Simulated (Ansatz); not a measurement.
# SiO$_{2}$: one change and its effect

System: SiO$_{2}$ (6 atoms in the cell).
Method of run A: DFT PBEsol, scalar-relativistic, plane waves, PAW, no spin polarisation (Ansatz 0.2.0).

The structure derives from an entry of the Crystallography Open Database. Text and figures count atoms from 1; the logs count them from 0 in places.

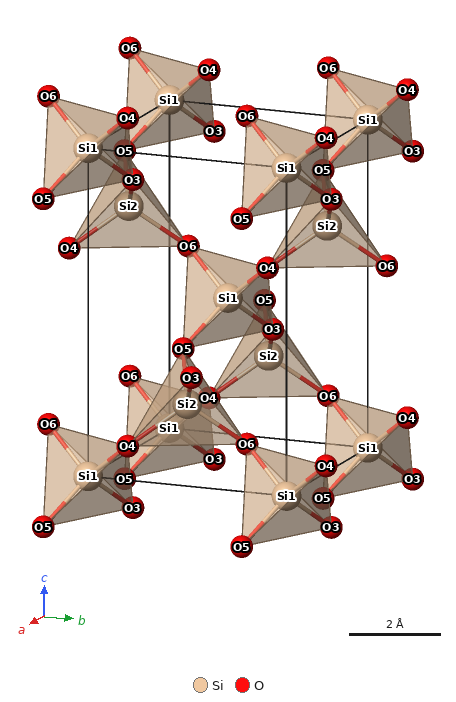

**Figure 1.** The input geometry (polyhedral view of the cell 2 times as large as that of the calculation, set on its symmetry axes, seen slightly off an axis; polyhedra are completed across the faces of the cell; atoms are numbered from 1 in the order of the input). An atom can appear more than once, as a periodic image.

## Input file, run A
```yaml
crystal:
  lattice:
    - [-2.37405, 2.37405, 3.744]
    - [2.37405, -2.37405, 3.744]
    - [2.37405, 2.37405, -3.744]
  atoms:
    - { symbol: Si, position: [0.0, 0.0, 0.0] }
    - { symbol: Si, position: [0.75, 0.25, 0.5] }
    - { symbol: O, position: [0.99838, 0.625, 0.87338] }
    - { symbol: O, position: [0.375, 0.24838, 0.37338] }
    - { symbol: O, position: [0.75162, 0.125, 0.12662] }
    - { symbol: O, position: [0.875, 0.00162, 0.62662] }
basis:
  ecutwfc: 420
kpoints:
  mp_grid: { grid: [8, 8, 8] }
hamiltonian:
  xc: pbesol
scf:
  occupations: { method: gaussian, width: 0.02 }
output:
  forces: true
  stress: true
  eigenvalues: true
relax:
  adjacent_minimum: "off"
  f_tol: 0.01
  max_steps: 60
  cell: { stress_tol: 0.05 }
```

Command:
```bash
ansatz run input.yaml --threads 1 --pin off --max-ram 2560MiB --backend cpu --events-out ev --progress --plain --runs-dir out
```

Hardware: 1 thread of Oxide Virtual Turin-like (Zen 5), 32 GiB of memory available, shared host.

## Output, shortened to warnings, some set-up lines, iterations and results (run A)
```
Basis set: ecut = 420 eV, 1637 PW (Γ), exchange–correlation on 72×72×72 points (8 copies of the dense FFT grid, shifted against one another)
Symmetry: 8 space group operations
k-points: 59 of 512 (time reversal used)
Initial density: superposition of atomic densities (neutral atoms: chi_scale 0, normalization atom), corrected by the library's trained network
[...]
SCF iter   1: F=—  HF=-3493.215082 eV  |F-HF|=—  |Δ(HF+E_count)|=         —  Δρ=1.04e-2  dr2=6.83e-2  ethr=1.77e-3  ⟨swp⟩=7.0  Hψ=7729  notcnv=0
SCF iter   2: F=—  HF=-3493.199593 eV  |F-HF|=—  |Δ(HF+E_count)|=   1.55e-2  Δρ=3.84e-3  dr2=7.69e-3  ethr=2.13e-4  ⟨swp⟩=2.1  Hψ=2758  notcnv=0  defer=111
SCF iter   3: F=—  HF=-3493.197344 eV  |F-HF|=—  |Δ(HF+E_count)|=   2.25e-3  Δρ=5.37e-4  dr2=8.34e-5  ethr=2.40e-5  ⟨swp⟩=2.0  Hψ=2138  notcnv=0  defer=111
SCF iter   4: F=—  HF=-3493.197602 eV  |F-HF|=—  |Δ(HF+E_count)|=   2.58e-4  Δρ=7.64e-5  dr2=2.30e-6  ethr=2.61e-7  ⟨swp⟩=2.0  Hψ=2356  notcnv=0  defer=111
SCF iter   5: F=—  HF=-3493.197603 eV  |F-HF|=—  |Δ(HF+E_count)|=   8.07e-7  Δρ=3.07e-5  dr2=2.70e-7  ethr=7.19e-9  ⟨swp⟩=2.5  Hψ=2037  notcnv=0  defer=111
[... 79 lines ...]
SCF iter   3: F=—  HF=-3493.247059 eV  |F-HF|=—  |Δ(HF+E_count)|=   7.63e-5  Δρ=1.37e-5  dr2=1.74e-8  ethr=2.69e-10  ⟨swp⟩=2.0  Hψ=2006  notcnv=0
SCF iter   4: F=—  HF=-3493.247067 eV  |F-HF|=—  |Δ(HF+E_count)|=   8.25e-6  Δρ=6.99e-7  dr2=6.30e-11  ethr=5.44e-11  ⟨swp⟩=2.0  Hψ=2066  notcnv=0
SCF iter   5: F=-3493.247067 eV  HF=-3493.247067 eV  |F-HF|=1.04e-9  |Δ(HF+E_count)|=   1.50e-8  Δρ=2.20e-7  dr2=8.94e-12  ethr=1.00e-12  ⟨swp⟩=5.5  Hψ=4890  notcnv=0
SCF 12 converged in 5 iterations: F = -3493.247067 eV  dr2 = 8.94e-12
relax step  12: F+E_penalty+E_count = -3493.24706719 eV  Δ(F+E_penalty+E_count) = -1.383e-3 eV  max|allowed force component| = 1.310e-3 eV/Å  Δτ_max = 0.0000 Å  P = +0.005 …
basis re-selected at this cell: Δ(F+E_penalty+E_count) = -1.383e-3 eV, ΔP = +0.006 GPa vs the last step (what re-selecting the basis moved, of the pressure what is left beyond the Pulay correction that the steps carried, after the strain that the cell walked since its last selection, with what the …
SCF converged after 5 iterations
Free energy (F): -3493.247067 eV
Harris-Foulkes:  -3493.247067 eV  (|F-HF|=1.04e-9)
Internal energy: -3493.247067 eV  (E = F + TS)
E sigma→0 (E₀):  -3493.247067 eV
Fermi energy:    3.515846 eV
--- Per-component energies (eV) ---
  E_band       = -193.434703
  E_kinetic    = 801.536446
  E_local      = -2349.125627  (includes V_loc(G=0)·N_el)
  E_nonlocal   = 241.972210
  E_hartree    = 867.755921
  E_xc         = -402.810459
  E_vxc        = -470.249168  (∫ρ·V_xc dr)
  E_paw        = -1611.835597  (= ΣΔE_a)
  E_vpaw       = -153.090845  (= ΣTr[D̂ρ^β])
  E_aug_tail   = 0.010411  (compensation charges beyond the density's cutoff)
  E_ewald      = -1040.954644
  E_core_change = 0.204273  (= ΣΔE_core)
  E_smearing   = -0.000000  (= −TS)
  E_closure    = 0.000000  (closes the sum)
  Σ components = -3493.247067   (vs F -3493.247067, Δ=0.00e0)
--- Forces (eV/Å), atoms counted from 1 ---
  atom   1  Si     0.00000000    -0.00000000     0.00000000
  atom   2  Si     0.00000000     0.00000000     0.00000000
  atom   3  O     -0.00000000    -0.00131024    -0.00000000
  atom   4  O     -0.00131024    -0.00000000     0.00000000
  atom   5  O     -0.00000000     0.00131024     0.00000000
  atom   6  O      0.00131024     0.00000000    -0.00000000
  max |Σ_I F_I| component: 3.47e-18 eV/Å
--- Stress (GPa, compression-positive) ---
        0.014099      -0.000000       0.000000
        0.000000       0.014099       0.000000
        0.000000       0.000000      -0.013204
  P = ⅓ Tr σ = 0.0050 GPa (0.050 kbar)
--- Relaxed structure (9 steps of the walk, 8 accepted, 3 SCFs on fresh bases) ---
  F+E_penalty+E_count = -3493.24706719 eV   max|allowed force component| = 1.310e-3 eV/Å   (the final SCF, on the basis selected at the relaxed cell)
  cell:  # Å, volume = 90.9871 Å³
    - [-2.489926485094915, 2.489926485094915, 3.668992054369817]
    - [2.489926485094915, -2.489926485094915, 3.668992054369817]
    - [2.489926485094915, 2.489926485094915, -3.668992054369817]
  atoms:
[...]
```

For run B the input was changed thus:
```diff
-  xc: pbesol
+  xc: lda
```

How does run B compare with run A?

The total energies belong to different methods, so their difference says nothing on which is more stable or more accurate. The gap on the mesh goes from 5.82 to 5.77 eV. The volume per atom goes from 15.16 to 14.73 Å³. The functional changes from PBEsol to LDA. The SCF takes 58 iterations over all geometry steps against 65.

## Output, shortened to warnings, some set-up lines, iterations and results (run B)
```
Basis set: ecut = 420 eV, 1637 PW (Γ)
Symmetry: 8 space group operations
k-points: 59 of 512 (time reversal used)
Initial density: superposition of atomic densities (neutral atoms: chi_scale 0, normalization atom), corrected by the library's trained network
[...]
SCF iter   1: F=—  HF=-3445.355095 eV  |F-HF|=—  |Δ(HF+E_count)|=         —  Δρ=1.20e-2  dr2=1.09e-1  ethr=1.77e-3  ⟨swp⟩=7.0  Hψ=7712  notcnv=0
SCF iter   2: F=—  HF=-3445.328665 eV  |F-HF|=—  |Δ(HF+E_count)|=   2.64e-2  Δρ=5.88e-3  dr2=1.38e-2  ethr=3.42e-4  ⟨swp⟩=2.0  Hψ=2695  notcnv=0  defer=109
SCF iter   3: F=—  HF=-3445.323983 eV  |F-HF|=—  |Δ(HF+E_count)|=   4.68e-3  Δρ=1.43e-3  dr2=6.69e-4  ethr=4.32e-5  ⟨swp⟩=2.0  Hψ=2145  notcnv=0  defer=109
SCF iter   4: F=—  HF=-3445.323741 eV  |F-HF|=—  |Δ(HF+E_count)|=   2.42e-4  Δρ=8.79e-5  dr2=4.34e-6  ethr=2.09e-6  ⟨swp⟩=2.0  Hψ=2131  notcnv=0  defer=109
SCF iter   5: F=—  HF=-3445.323740 eV  |F-HF|=—  |Δ(HF+E_count)|=   2.00e-7  Δρ=3.37e-5  dr2=3.39e-7  ethr=1.36e-8  ⟨swp⟩=2.1  Hψ=1970  notcnv=0  defer=109
[... 70 lines ...]
SCF iter   3: F=—  HF=-3445.373674 eV  |F-HF|=—  |Δ(HF+E_count)|=   1.08e-6  Δρ=8.57e-6  dr2=1.48e-8  ethr=1.69e-10  ⟨swp⟩=2.0  Hψ=1962  notcnv=0
SCF iter   4: F=—  HF=-3445.373674 eV  |F-HF|=—  |Δ(HF+E_count)|=   6.73e-8  Δρ=8.19e-7  dr2=1.17e-10  ethr=4.63e-11  ⟨swp⟩=2.0  Hψ=2024  notcnv=0
SCF iter   5: F=-3445.373674 eV  HF=-3445.373674 eV  |F-HF|=1.86e-11  |Δ(HF+E_count)|=  5.74e-10  Δρ=1.40e-7  dr2=4.03e-12  ethr=1.00e-12  ⟨swp⟩=4.5  Hψ=4711  notcnv=0
SCF 11 converged in 5 iterations: F = -3445.373674 eV  dr2 = 4.03e-12
relax step  11: F+E_penalty+E_count = -3445.37367375 eV  Δ(F+E_penalty+E_count) = -1.458e-3 eV  max|allowed force component| = 1.012e-4 eV/Å  Δτ_max = 0.0000 Å  P = +0.008 …
basis re-selected at this cell: Δ(F+E_penalty+E_count) = -1.458e-3 eV, ΔP = +0.005 GPa vs the last step (what re-selecting the basis moved, of the pressure what is left beyond the Pulay correction that the steps carried, after the strain that the cell walked since its last selection, with what the …
SCF converged after 5 iterations
Free energy (F): -3445.373674 eV
Harris-Foulkes:  -3445.373674 eV  (|F-HF|=1.86e-11)
Internal energy: -3445.373674 eV  (E = F + TS)
E sigma→0 (E₀):  -3445.373674 eV
Fermi energy:    3.441830 eV
--- Per-component energies (eV) ---
  E_band       = -194.582396
  E_kinetic    = 801.541208
  E_local      = -2329.729546  (includes V_loc(G=0)·N_el)
  E_nonlocal   = 251.308057
  E_hartree    = 855.670398
  E_xc         = -401.537897
  E_vxc        = -469.881874  (∫ρ·V_xc dr)
  E_paw        = -1566.243641  (= ΣΔE_a)
  E_vpaw       = -159.171633  (= ΣTr[D̂ρ^β])
  E_aug_tail   = 0.010657  (compensation charges beyond the density's cutoff)
  E_ewald      = -1056.949259
  E_core_change = 0.556347  (= ΣΔE_core)
  E_smearing   = -0.000000  (= −TS)
  E_closure    = 0.000000  (closes the sum)
  Σ components = -3445.373674   (vs F -3445.373674, Δ=0.00e0)
--- Forces (eV/Å), atoms counted from 1 ---
  atom   1  Si     0.00000000    -0.00000000     0.00000000
  atom   2  Si     0.00000000     0.00000000    -0.00000000
  atom   3  O     -0.00000000     0.00010123    -0.00000000
  atom   4  O      0.00010123     0.00000000     0.00000000
  atom   5  O     -0.00000000    -0.00010123     0.00000000
  atom   6  O     -0.00010123     0.00000000    -0.00000000
  max |Σ_I F_I| component: 2.43e-17 eV/Å
--- Stress (GPa, compression-positive) ---
        0.022056       0.000000       0.000000
        0.000000       0.022056       0.000000
        0.000000       0.000000      -0.020812
  P = ⅓ Tr σ = 0.0078 GPa (0.078 kbar)
--- Relaxed structure (8 steps of the walk, 8 accepted, 3 SCFs on fresh bases) ---
  F+E_penalty+E_count = -3445.37367375 eV   max|allowed force component| = 1.012e-4 eV/Å   (the final SCF, on the basis selected at the relaxed cell)
  cell:  # Å, volume = 88.3557 Å³
    - [-2.462161259050125, 2.462161259050125, 3.643692107568193]
    - [2.462161259050125, -2.462161259050125, 3.643692107568193]
    - [2.462161259050125, 2.462161259050125, -3.643692107568193]
  atoms:
[...]
```

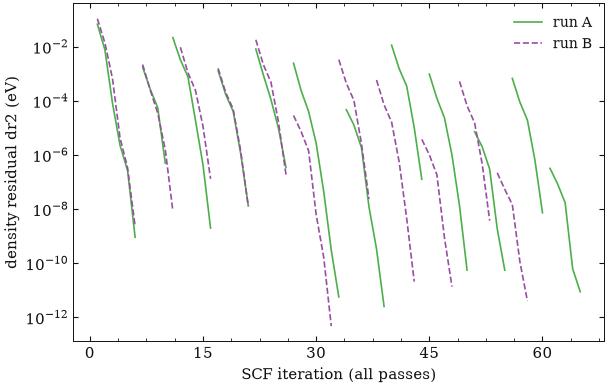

**Figure 2.** Convergence of the two runs: density residual dr2 against the SCF iteration. A break in a curve parts two SCF passes. Run A takes 65 iterations in all, and run B takes 58.

## The two runs side by side

| quantity | run A | run B |
| --- | --- | --- |
| outcome | converged | converged |
| free energy per atom (eV) | −582.2078 | −574.2289 |
| gap on the mesh (eV) | 5.82 | 5.77 |
| pressure (GPa) | 0.00 | 0.01 |
| volume per atom (Å³) | 15.16 | 14.73 |
| largest force (eV/Å) | 0.001 | 0.000 |
| SCF iterations | 65 | 58 |
| irreducible k-points | 59 | 59 |
| wall time (shared host) | 2 min | 98 s |
